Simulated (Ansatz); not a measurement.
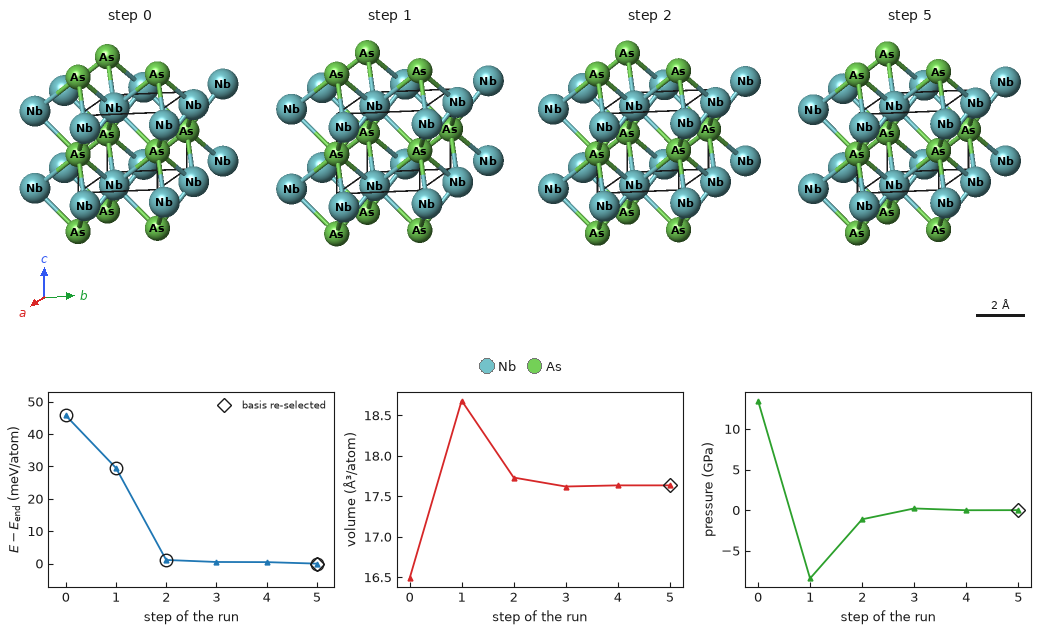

Frames of a relaxation of a crystal of NbAs (a generated structure, set up in P-6m2) (coarse preliminary run), marked on the history of the run. Style: ball-and-stick. Shown: the cell of the calculation, slightly off an axis.

Case: P → As, Ta → Nb on all its sites, cell and atoms relaxed.

The calculation used DFT r2SCAN, scalar-relativistic, plane waves, PAW (Ansatz).

Input
```yaml
crystal:
  lattice:
    - [3.364119366, 0.0, 0.0]
    - [-1.682059683, 2.9134128323, 0.0]
    - [0.0, 0.0, 3.3643202557]
  atoms:
    - { symbol: Nb, position: [0.6666666667, 0.3333333333, 0.0] }
    - { symbol: As, position: [0.0, 0.0, 0.5] }
basis:
  ecutwfc: 500
kpoints:
  mp_grid: { grid: [6, 6, 6] }
hamiltonian:
  xc: r2scan
scf:
  occupations: { method: gaussian, width: 0.1 }
output:
  forces: true
  stress: true
  eigenvalues: true
relax:
  adjacent_minimum: "off"
  f_tol: 0.05
  max_steps: 60
  cell: { stress_tol: 0.5 }
```

Command:
```bash
ansatz run input.yaml --threads 1 --pin off --max-ram 1331MiB --backend cpu --events-out ev --progress --plain --runs-dir out
```

What happens along the run?

No atom moves by more than 0.005 Å relative to the cell. The volume changes by +7.0 %, with a = b 3.364 → 3.439 Å (+2.2 %), c 3.364 → 3.444 Å (+2.4 %). Some distances before and after: Nb1–As2 2.569 → 2.628 Å. The space group stays P-6m2 (No. 187). Over 4 accepted moves (5 points after the start) the energy falls by 45.8 meV per atom. All forces vanish by symmetry, so only the cell relaxes. The pressure goes from 13.49 to 0.01 GPa. The SCF was repeated once at an unchanged geometry on a basis and grid sized afresh for the cell, which shifted the energy by 0.5 meV per atom at most. From step 0 to 1: volume +13.3 %, energy −16.2 meV per atom. From step 1 to 2: volume −5.1 %, energy −28.4 meV per atom. From step 2 to 5: volume −0.5 %, energy −1.1 meV per atom.

| step | E − E(0), meV/atom | pressure, GPa | volume, Å³/atom | note |
| --- | --- | --- | --- | --- |
| 0 | 0.00 | 13.49 | 16.487 |  |
| 1 | -16.21 | -8.40 | 18.683 |  |
| 2 | -44.63 | -1.12 | 17.733 |  |
| 3 | -45.25 | 0.22 | 17.622 |  |
| 4 | -45.30 | 0.00 | 17.636 |  |
| 5 | -45.76 | 0.01 | 17.636 | same geometry, new basis |
